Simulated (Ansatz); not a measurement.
This input was run:

```
crystal:
  lattice:
    - [4.2223527961, 0.0, 0.0]
    - [0.0, 4.2223527961, 0.0]
    - [0.0, 0.0, 4.2223527961]
  atoms:
    - { symbol: Cu, position: [0.25, 0.25, 0.25] }
    - { symbol: Cu, position: [0.25, 0.75, 0.75] }
    - { symbol: Cu, position: [0.75, 0.75, 0.25] }
    - { symbol: Cu, position: [0.75, 0.25, 0.75] }
    - { symbol: O, position: [0.0, 0.0, 0.0] }
    - { symbol: O, position: [0.5, 0.5, 0.5] }
basis:
  ecutwfc: 420
kpoints:
  mp_grid: { grid: [8, 8, 8] }
  band_path:
    path:
      - [[0.0, 0.0, 0.0], [0.0, 0.5, 0.0], [0.5, 0.5, 0.0], [0.0, 0.0, 0.0], [0.5, 0.5, 0.5], [0.0, 0.5, 0.0]]
      - [[0.5, 0.5, 0.5], [0.5, 0.5, 0.0]]
    npoints: 14
hamiltonian:
  xc: pbesol
scf:
  occupations: { method: gaussian, width: 0.02 }
  n_extra_bands: 15
output:
  forces: true
  stress: true
  eigenvalues: true
  populations: true
  dos: { projected: true, de: 0.02, nscf_kmesh: { grid: [12, 12, 12] } }
  bader: true
  write_density: true
  write_potential: true
  elf: true
  volumetric_format: npy
```

Run as:
```bash
ansatz run input.yaml --threads 1 --pin off --max-ram 2560MiB --backend cpu --events-out ev --progress --plain --runs-dir out
```

What will the band structure look like? The path is Γ–X–M–Γ–R–X|R–M.

The bands leave a gap. The gap along this path is 0.56 eV and direct: both edges lie at Γ. Three bands meet at the valence-band top at Γ: it is triply degenerate (spin aside). The top valence band spans 0.8 eV and the lowest conduction band 1.8 eV. The direct gaps are 2.92 eV at R, 2.55 eV at M and 2.71 eV at X.

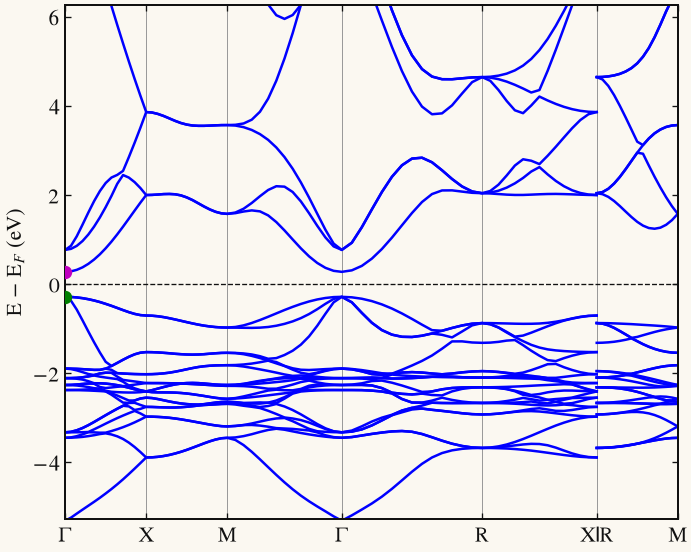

Band structure. Energies are counted from the Fermi level.
